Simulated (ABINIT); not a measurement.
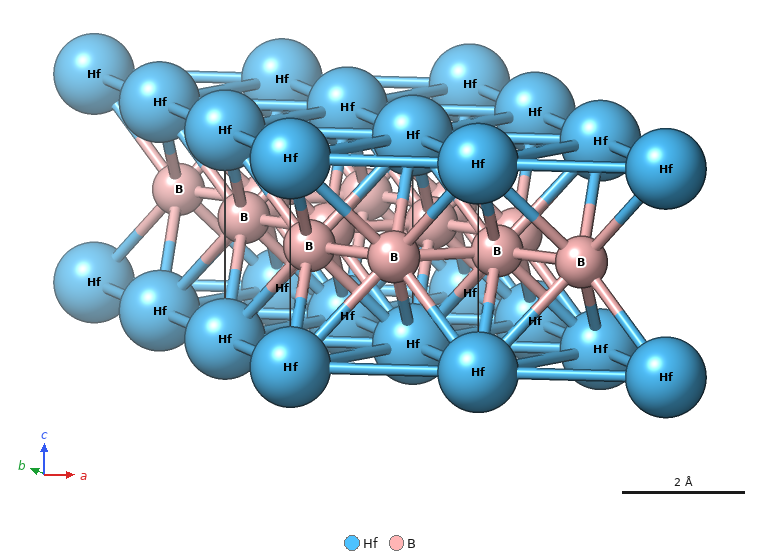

The input geometry (ball-and-stick view of the cell of the calculation, repeated 2 × 3 × 1, seen slightly off an axis). An atom can appear more than once, as a periodic image. Near neighbours in the periodic cell (some may lie outside the picture): Hf has 12 B at 2.51 Å and 6 Hf at 3.14 Å; B has 3 B at 1.81 Å and 6 Hf at 2.51 Å.

Geometry relaxation, with input and output: HfB$_{2}$ (part 1 of 3)

The run: geometry relaxation of HfB$_{2}$ (P6/mmm, 3 atoms in the cell). Method and program: Kohn-Sham DFT of a periodic cell, PBE, JTH PAW PBE v2.0, no spin polarisation (ABINIT 10.8.3).

The structure derives from an entry of the Crystallography Open Database.

### Input
```
pp_dirpath "./"
pseudos "Hf.GGA_PBE-JTH.xml, B.GGA_PBE-JTH.xml"

acell 3*1.0
rprim
     5.9337400313     0.0000000000     0.0000000000
    -2.9668700157     5.1387696066     0.0000000000
     0.0000000000     0.0000000000     6.5762469137
ntypat 2
znucl 72 5
natom 3
typat 1 2 2
xred
     0.0000000000     0.0000000000     0.0000000000
     0.6666666667     0.3333333333     0.5000000000
     0.3333333333     0.6666666667     0.5000000000
chkprim 0
chksymtnons 0
tolsym 1.0e-6

ecut 517.016339 eV
pawecutdg 38.0
pawxcdev 0
pawovlp -1

kptopt 1
ngkpt 10 10 8
nshiftk 1
shiftk 0.0 0.0 0.0

ixc 11

nband 13
occopt 3
tsmear 0.05 eV

nstep 100
tolvrs 1.0e-9

iomode 3
prtwf 0
prtden 0
prteig 0
prtebands 0
enunit 2

ionmov 2
ntime 60
tolmxf 0.0001
optcell 2
dilatmx 1.08
ecutsm 0.5
```

Machine: 1 thread of Arm Neoverse V2, 24 GiB of memory available, shared host.

Command:
```bash
abinit run.abi > log 2>&1
```

### The program's output
```
.Version 10.8.3 of ABINIT
 Symmetries : space group P6/m m m (#191); Bravais hP (primitive hexag.)
================================================================================
 Values of the parameters that define the memory need of the present run
     intxc =       0    ionmov =       2      iscf =      17    lmnmax =      18
     lnmax =       6     mgfft =      30  mpssoang =       3    mqgrid =    3001
     natom =       3  nloc_mem =       2    nspden =       1   nspinor =       1
    nsppol =       1      nsym =      24    n1xccc =       1    ntypat =       2
    occopt =       3   xclevel =       2
       mpw =        1016          nfft =       21870          nkpt =          70
 PAW method is used; the additional fine FFT grid is defined by:
   mgfftf=        40    nfftf =     51840
================================================================================
================================================================================

--------------------------------------------------------------------------------
------------- Echo of variables that govern the present computation ------------
--------------------------------------------------------------------------------
 -outvars: echo values of preprocessed input variables --------
            acell      1.0000000000E+00  1.0000000000E+00  1.0000000000E+00 Bohr
              amu      1.78490000E+02  1.08110000E+01
          chkprim           0
      chksymtnons           0
          dilatmx      1.08000000E+00
             ecut      1.90000000E+01 Hartree
           ecutsm      5.00000000E-01 Hartree
           enunit           2
           ionmov           2
                       outvar_i_n : Printing only first  50 k-points.
              ixc          11
                       outvar_i_n : Printing only first  50 k-points.
         kptrlatt       10    0    0      0   10    0      0    0    8
          kptrlen      5.26099753E+01
            natom           3
            nband          13
            ngfft          27      27      30
          ngfftdg          36      36      40
             nkpt          70
            nstep         100
             nsym          24
            ntime          60
           ntypat           2
                       prtocc : prtvol=0, do not print more k-points.
           occopt           3
          optcell           2
        pawecutdg      3.80000000E+01 Hartree
          pawovlp     -1.0000000000E+00
         pawxcdev           0
           prtden           0
        prtebands           0
           prteig           0
            prtwf           0
            rprim      5.9337400313E+00  0.0000000000E+00  0.0000000000E+00
                      -2.9668700157E+00  5.1387696066E+00  0.0000000000E+00
                       0.0000000000E+00  0.0000000000E+00  6.5762469137E+00
          spgroup         191
           tolmxf      1.00000000E-04
           tolsym      1.00000000E-06
           tolvrs      1.00000000E-09
           tsmear      1.83746611E-03 Hartree
            typat      1  2  2
           useylm           1
                       outvars : Printing only first  50 k-points.
           xangst      0.0000000000E+00  0.0000000000E+00  0.0000000000E+00
                       1.5699999989E+00  9.0643992202E-01  1.7399999988E+00
                      -1.7639296020E-11  1.8128798440E+00  1.7399999988E+00
            xcart      0.0000000000E+00  0.0000000000E+00  0.0000000000E+00
                       2.9668700156E+00  1.7129232022E+00  3.2881234569E+00
                      -3.3333438531E-11  3.4258464044E+00  3.2881234569E+00
             xred      0.0000000000E+00  0.0000000000E+00  0.0000000000E+00
                       6.6666666667E-01  3.3333333333E-01  5.0000000000E-01
                       3.3333333333E-01  6.6666666667E-01  5.0000000000E-01
            znucl       72.00000    5.00000

================================================================================

 chkinp: Checking input parameters for consistency.

================================================================================
== DATASET  1 ==================================================================

--- !DatasetInfo
iteration_state: {dtset: 1, }
dimensions: {natom: 3, nkpt: 70, mband: 13, nsppol: 1, nspinor: 1, nspden: 1, mpw: 1016, }
cutoff_energies: {ecut:  19.0, pawecutdg:  38.0, }
electrons: {nelect:   1.80000000E+01, charge:   0.00000000E+00, occopt:   3.00000000E+00, tsmear:   1.83746611E-03, }
meta: {optdriver: 0, ionmov: 2, optcell: 2, iscf: 17, paral_kgb: 0, }
...

 Exchange-correlation functional for the present dataset will be:
  GGA: Perdew-Burke-Ernzerhof functional - ixc=11
  J.P.Perdew, K.Burke, M.Ernzerhof, PRL 77, 3865 (1996)

 Real(R)+Recip(G) space primitive vectors, cartesian coordinates (Bohr,Bohr^-1):
 R(1)=  5.9337400  0.0000000  0.0000000  G(1)=  0.1685278  0.0972996  0.0000000
 R(2)= -2.9668700  5.1387696  0.0000000  G(2)=  0.0000000  0.1945991  0.0000000
 R(3)=  0.0000000  0.0000000  6.5762469  G(3)=  0.0000000  0.0000000  0.1520624
 Unit cell volume ucvol=  2.0052373E+02 bohr^3
 Angles (23,13,12)=  9.00000000E+01  9.00000000E+01  1.20000000E+02 degrees

 Coarse grid specifications (used for wave-functions):

 getcut: wavevector=  0.0000  0.0000  0.0000  ngfft=  27  27  30
         ecut(hartree)=     22.162   => boxcut(ratio)=   2.06970

 Fine grid specifications (used for densities):

 getcut: wavevector=  0.0000  0.0000  0.0000  ngfft=  36  36  40
         ecut(hartree)=     44.323   => boxcut(ratio)=   2.02439

--- Pseudopotential description ------------------------------------------------
- pspini: atom type   1  psp file is ./Hf.GGA_PBE-JTH.xml
 Pseudopotential format is: paw10
 basis_size (lnmax)=  6 (lmn_size= 18), orbitals=   0   0   1   1   2   2
 Spheres core radius: rc_sph= 2.41119446
 Shapefunction is SIN type: shapef(r)=[sin(pi*r/rshp)/(pi*r/rshp)]**2
 Radius for shape functions =  2.41119446
 Compensation charge density is not taken into account in XC energy/potential

- pspini: atom type   2  psp file is ./B.GGA_PBE-JTH.xml
 Pseudopotential format is: paw10
 basis_size (lnmax)=  4 (lmn_size=  8), orbitals=   0   0   1   1
 Spheres core radius: rc_sph= 1.70616958
 Shapefunction is SIN type: shapef(r)=[sin(pi*r/rshp)/(pi*r/rshp)]**2
 Radius for shape functions =  1.40269776
 Compensation charge density is not taken into account in XC energy/potential

   1.82194203E+03                                ecore*ucvol(ha*bohr**3)
--------------------------------------------------------------------------------

================================================================================

=== [ionmov= 2] Broyden-Fletcher-Goldfarb-Shanno method (forces)
================================================================================

--- Iteration: ( 1/60) Internal Cycle: (1/1)
--------------------------------------------------------------------------------

---SELF-CONSISTENT-FIELD CONVERGENCE--------------------------------------------

--- !BeginCycle
iteration_state: {dtset: 1, itime: 1, icycle: 1, }
solver: {iscf: 17, nstep: 100, nline: 4, wfoptalg: 10, }
tolerances: {tolvrs: 1.00E-09, }
...

     iter   Etot(hartree)      deltaE(h)  residm     nres2
 ETOT  1  -55.319335106219    -5.532E+01 2.590E+00 5.457E+00
 ETOT  2  -55.872325627937    -5.530E-01 1.320E-01 4.040E-01
 ETOT  3  -55.870569211588     1.756E-03 3.929E-02 2.645E-02
 ETOT  4  -55.870778703282    -2.095E-04 1.052E-02 4.817E-03
 ETOT  5  -55.870781301752    -2.598E-06 7.059E-03 1.366E-04
 ETOT  6  -55.870781492612    -1.909E-07 3.997E-03 6.120E-06
 ETOT  7  -55.870781498040    -5.428E-09 1.808E-03 2.525E-07
 ETOT  8  -55.870781498950    -9.102E-10 1.600E-03 2.917E-08
 ETOT  9  -55.870781498936     1.392E-11 1.721E-03 8.964E-10

 At SCF step    9       nres2   =  8.96E-10 < tolvrs=  1.00E-09 =>converged.

 Cartesian components of stress tensor (hartree/bohr^3)
  sigma(1 1)= -3.96186261E-05  sigma(3 2)=  0.00000000E+00
  sigma(2 2)= -3.96186268E-05  sigma(3 1)=  0.00000000E+00
  sigma(3 3)= -6.89914190E-05  sigma(2 1)=  4.40493866E-13

--- !ResultsGS
iteration_state: {dtset: 1, itime: 1, icycle: 1, }
comment   : Summary of ground state results
lattice_vectors:
- [  5.9337400,   0.0000000,   0.0000000, ]
- [ -2.9668700,   5.1387696,   0.0000000, ]
- [  0.0000000,   0.0000000,   6.5762469, ]
lattice_lengths: [   5.93374,    5.93374,    6.57625, ]
lattice_angles: [ 90.000,  90.000, 120.000, ] # degrees, (23, 13, 12)
lattice_volume:   2.0052373E+02
convergence: {deltae:  1.392E-11, res2:  8.964E-10, residm:  1.721E-03, diffor: null, }
etotal    :  -5.58707815E+01
entropy   :   0.00000000E+00
fermie    :   1.12338574E-01
cartesian_stress_tensor: # hartree/bohr^3
- [ -3.96186261E-05,   4.40493866E-13,   0.00000000E+00, ]
- [  4.40493866E-13,  -3.96186268E-05,   0.00000000E+00, ]
- [  0.00000000E+00,   0.00000000E+00,  -6.89914190E-05, ]
pressure_GPa:   1.4537E+00
xred      :
- [  0.0000E+00,   0.0000E+00,   0.0000E+00, Hf]
- [  6.6667E-01,   3.3333E-01,   5.0000E-01,  B]
- [  3.3333E-01,   6.6667E-01,   5.0000E-01,  B]
cartesian_forces: # hartree/bohr
- [ -1.89077294E-30,  -3.60240628E-29,  -0.00000000E+00, ]
- [ -1.89077294E-30,   4.91237220E-29,  -0.00000000E+00, ]
- [  3.78154588E-30,  -1.30996592E-29,  -0.00000000E+00, ]
force_length_stats: {min:   1.36345576E-29, max:   4.91600965E-29, mean:   3.29561009E-29, }
...

 Integrated electronic density in atomic spheres:
 ------------------------------------------------
 Atom  Sphere_radius  Integrated_density
    1        2.41119          9.69659211
    2        1.70617          1.85725834
    3        1.70617          1.85725834

---OUTPUT-----------------------------------------------------------------------

 Cartesian coordinates (xcart) [bohr]
  0.00000000000000E+00  0.00000000000000E+00  0.00000000000000E+00
  2.96687001563333E+00  1.71292320220000E+00  3.28812345685000E+00
 -3.33334385312582E-11  3.42584640440000E+00  3.28812345685000E+00
 Reduced coordinates (xred)
  0.00000000000000E+00  0.00000000000000E+00  0.00000000000000E+00
  6.66666666666666E-01  3.33333333333333E-01  5.00000000000000E-01
  3.33333333333333E-01  6.66666666666666E-01  5.00000000000000E-01
 Cartesian forces (fcart) [Ha/bohr]; max,rms= 4.91237E-29 2.08271E-29 (free atoms)
 -1.89077294207286E-30 -3.60240628134407E-29 -0.00000000000000E+00
 -1.89077294207286E-30  4.91237220182848E-29 -0.00000000000000E+00
  3.78154588414572E-30 -1.30996592048441E-29 -0.00000000000000E+00
 Gradient of E wrt nuclear positions in reduced coordinates (gred)
  1.12193550964766E-29  1.79509681543626E-28  0.00000000000000E+00
  1.12193550964766E-29 -2.58045167218962E-28 -0.00000000000000E+00
 -2.24387101929532E-29  7.85354856753363E-29 -0.00000000000000E+00
 Scale of Primitive Cell (acell) [bohr]
  1.00000000000000E+00  1.00000000000000E+00  1.00000000000000E+00
 Real space primitive translations (rprimd) [bohr]
  5.93374003130000E+00  0.00000000000000E+00  0.00000000000000E+00
 -2.96687001570000E+00  5.13876960660000E+00  0.00000000000000E+00
  0.00000000000000E+00  0.00000000000000E+00  6.57624691370000E+00
 Unitary Cell Volume (ucvol) [Bohr^3]=  2.00523729286308E+02
 Angles (23,13,12)= [degrees]
  9.00000000000000E+01  9.00000000000000E+01  1.20000000000218E+02
 Lengths [Bohr]
  5.93374003130000E+00  5.93374003136097E+00  6.57624691370000E+00
 Stress tensor in cartesian coordinates (strten) [Ha/bohr^3]
 -3.96186260614856E-05  4.40493866344829E-13  0.00000000000000E+00
  4.40493866344829E-13 -3.96186267932266E-05  0.00000000000000E+00
  0.00000000000000E+00  0.00000000000000E+00 -6.89914190407717E-05
 Total energy (etotal) [Ha]= -5.58707814989361E+01

--- Iteration: ( 2/60) Internal Cycle: (1/1)
--------------------------------------------------------------------------------

---SELF-CONSISTENT-FIELD CONVERGENCE--------------------------------------------

--- !BeginCycle
iteration_state: {dtset: 1, itime: 2, icycle: 1, }
solver: {iscf: 17, nstep: 100, nline: 4, wfoptalg: 10, }
tolerances: {tolvrs: 1.00E-09, }
...

     iter   Etot(hartree)      deltaE(h)  residm     nres2
 ETOT  1  -55.870832079777    -5.587E+01 1.564E-03 1.647E-02
 ETOT  2  -55.870811223273     2.086E-05 8.204E-04 4.067E-04
 ETOT  3  -55.870810994950     2.283E-07 7.155E-04 5.815E-05
 ETOT  4  -55.870810980750     1.420E-08 4.944E-04 1.020E-06
 ETOT  5  -55.870810983170    -2.420E-09 5.327E-04 6.514E-08
 ETOT  6  -55.870810983324    -1.537E-10 3.447E-04 5.147E-09
 ETOT  7  -55.870810983323     7.248E-13 3.564E-04 4.784E-10

 At SCF step    7       nres2   =  4.78E-10 < tolvrs=  1.00E-09 =>converged.

 Cartesian components of stress tensor (hartree/bohr^3)
  sigma(1 1)= -3.64446812E-06  sigma(3 2)=  0.00000000E+00
  sigma(2 2)= -3.64446884E-06  sigma(3 1)=  0.00000000E+00
  sigma(3 3)= -2.62737647E-05  sigma(2 1)=  4.36920640E-13

--- !ResultsGS
iteration_state: {dtset: 1, itime: 2, icycle: 1, }
comment   : Summary of ground state results
lattice_vectors:
- [  5.9407926,   0.0000000,   0.0000000, ]
- [ -2.9703963,   5.1448773,   0.0000000, ]
- [  0.0000000,   0.0000000,   6.5898581, ]
lattice_lengths: [   5.94079,    5.94079,    6.58986, ]
lattice_angles: [ 90.000,  90.000, 120.000, ] # degrees, (23, 13, 12)
lattice_volume:   2.0141670E+02
convergence: {deltae:  7.248E-13, res2:  4.784E-10, residm:  3.564E-04, diffor: null, }
etotal    :  -5.58708110E+01
entropy   :   0.00000000E+00
fermie    :   1.11804498E-01
cartesian_stress_tensor: # hartree/bohr^3
- [ -3.64446812E-06,   4.36920640E-13,   0.00000000E+00, ]
- [  4.36920640E-13,  -3.64446884E-06,   0.00000000E+00, ]
- [  0.00000000E+00,   0.00000000E+00,  -2.62737647E-05, ]
pressure_GPa:   3.2915E-01
xred      :
- [ -3.8238E-30,  -7.0103E-30,   0.0000E+00, Hf]
- [  6.6667E-01,   3.3333E-01,   5.0000E-01,  B]
- [  3.3333E-01,   6.6667E-01,   5.0000E-01,  B]
cartesian_forces: # hartree/bohr
- [  1.88852832E-30,   9.81308098E-30,  -0.00000000E+00, ]
- [ -9.44264158E-31,  -4.41588644E-29,  -0.00000000E+00, ]
- [ -9.44264158E-31,   3.43457834E-29,  -0.00000000E+00, ]
force_length_stats: {min:   9.99315253E-30, max:   4.41689590E-29, mean:   2.95069576E-29, }
...

 Integrated electronic density in atomic spheres:
 ------------------------------------------------
 Atom  Sphere_radius  Integrated_density
    1        2.41119          9.68288008
    2        1.70617          1.83710094
    3        1.70617          1.83710094

---OUTPUT-----------------------------------------------------------------------

 Cartesian coordinates (xcart) [bohr]
 -1.89302023687839E-30 -3.60668795300508E-29  0.00000000000000E+00
  2.97039631507757E+00  1.71495911213340E+00  3.29492902594808E+00
 -3.33725192952200E-11  3.42991822426680E+00  3.29492902594808E+00
 Reduced coordinates (xred)
 -3.82377306474756E-30 -7.01025061858642E-30  0.00000000000000E+00
  6.66666666666666E-01  3.33333333333333E-01  5.00000000000000E-01
  3.33333333333333E-01  6.66666666666666E-01  5.00000000000000E-01
 Cartesian forces (fcart) [Ha/bohr]; max,rms= 4.41589E-29 1.89481E-29 (free atoms)
  1.88852831513841E-30  9.81308097999560E-30 -0.00000000000000E+00
 -9.44264157569206E-31 -4.41588644099067E-29 -0.00000000000000E+00
 -9.44264157569206E-31  3.43457834299111E-29 -0.00000000000000E+00
 Gradient of E wrt nuclear positions in reduced coordinates (gred)
 -1.12193550964766E-29 -4.48774203859065E-29 -0.00000000000000E+00
  5.60967754823831E-30  2.24387101929532E-28  0.00000000000000E+00
  5.60967754823831E-30 -1.79509681543626E-28 -0.00000000000000E+00
 Scale of Primitive Cell (acell) [bohr]
  5.94079263018851E+00  5.94079263024955E+00  6.58985805189616E+00
 Real space primitive translations (rprimd) [bohr]
  5.94079263018851E+00  0.00000000000000E+00  0.00000000000000E+00
 -2.97039631514432E+00  5.14487733640020E+00  0.00000000000000E+00
  0.00000000000000E+00  0.00000000000000E+00  6.58985805189616E+00
 Unitary Cell Volume (ucvol) [Bohr^3]=  2.01416700710193E+02
 Angles (23,13,12)= [degrees]
  9.00000000000000E+01  9.00000000000000E+01  1.20000000000218E+02
 Lengths [Bohr]
  5.94079263018851E+00  5.94079263024955E+00  6.58985805189616E+00
 Stress tensor in cartesian coordinates (strten) [Ha/bohr^3]
 -3.64446811783325E-06  4.36920640183754E-13  0.00000000000000E+00
  4.36920640183754E-13 -3.64446884366931E-06  0.00000000000000E+00
  0.00000000000000E+00  0.00000000000000E+00 -2.62737646755454E-05
 Total energy (etotal) [Ha]= -5.58708109833232E+01

 Difference of energy with previous step (new-old):
           Absolute (Ha)=-2.94844E-05
           Relative     =-5.27724E-07

--- Iteration: ( 3/60) Internal Cycle: (1/1)
```
